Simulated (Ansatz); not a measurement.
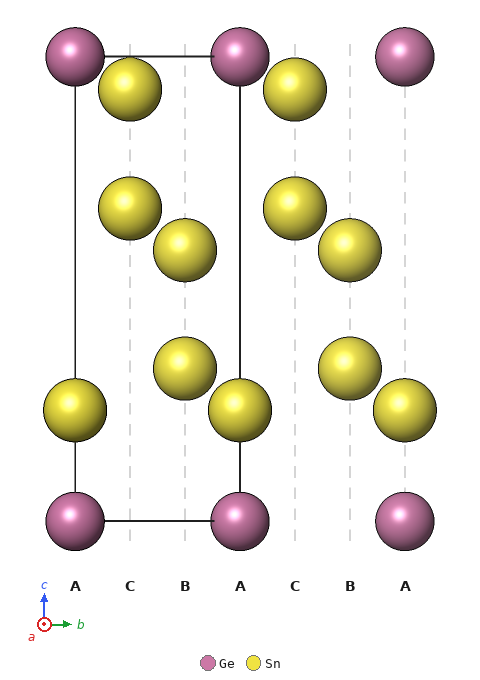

Projection along an edge of the hexagonal mesh, stacking direction c upwards. The dashed lines mark the three columns A (0, 0), B (1/3, 2/3) and C (2/3, 1/3). The sequence starts with the first layer at or above the cell's origin.

System Sn5Ge (space group P3m1, No. 156); source of the atomic positions: the input geometry of an electronic-structure calculation (not necessarily at equilibrium); the starting structure was generated, so it need not be a known form of this composition.

### Give the sequence of layers in one repeat, with element and column.

Ge(A) – Sn(A) – Sn(B) – Sn(B) – Sn(C) – Sn(C) (six layers in 11.11 Å).

Heights of the layers:

```json
{"layer": "1", "atoms (column)": "Ge(A)", "height (Å)": "0.00", "to next (Å)": "2.65"}
{"layer": "2", "atoms (column)": "Sn(A)", "height (Å)": "2.65", "to next (Å)": "1.00"}
{"layer": "3", "atoms (column)": "Sn(B)", "height (Å)": "3.64", "to next (Å)": "2.83"}
{"layer": "4", "atoms (column)": "Sn(B)", "height (Å)": "6.47", "to next (Å)": "1.00"}
{"layer": "5", "atoms (column)": "Sn(C)", "height (Å)": "7.47", "to next (Å)": "2.84"}
{"layer": "6", "atoms (column)": "Sn(C)", "height (Å)": "10.32", "to next (Å)": "0.79"}
```
